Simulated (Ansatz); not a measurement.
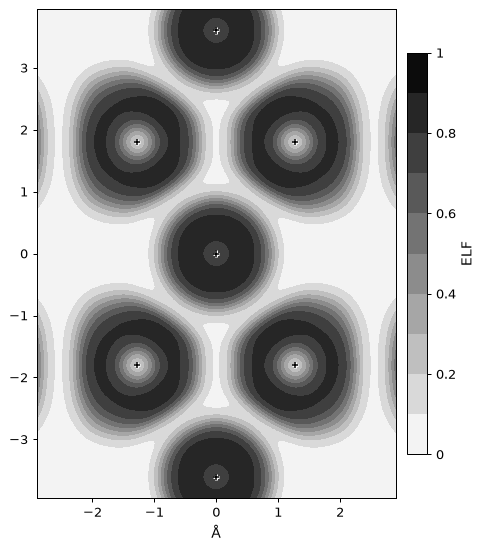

The electron localisation function on a plane through atoms (crosses mark nuclei in the plane).

Level of theory: DFT PBE, scalar-relativistic, plane waves, PAW (Ansatz).

Candidates:
A. CuO2, a = 2.42 Å, b = 6.45 Å, c = 7.07 Å, α = 90.00°, β = 90.00°, γ = 90.00°. Space group Pmmm; a structure from a database of computed crystals, not necessarily the ambient phase; not relaxed (largest force 0.7 eV/Å); spin-polarised.
B. ZrO2, a = 3.57 Å, b = 3.57 Å, c = 5.20 Å, α = 90.00°, β = 90.00°, γ = 90.00°. Space group P4₂/nmc; a structure from a database of computed crystals, not necessarily the ambient phase; changed on purpose from its base cell (equal strain along all axes, cell held, atoms relaxed: -1.5 %); computed pressure about 9 GPa in this cell.
C. HfO2, a = 5.10 Å, b = 5.10 Å, c = 5.10 Å, α = 90.00°, β = 90.00°, γ = 90.00°. Space group Fm-3m.

**Which system is this?**

Candidate C: HfO2 on the (110) plane of the conventional cell, which holds Hf and O. Hf–O (2.21 Å): the ELF peaks at about 0.85 in the valence shell of O, 0.6 Å from its nucleus, and drops to about 0.15 between the two atoms: no shared electron pair shows on this line.
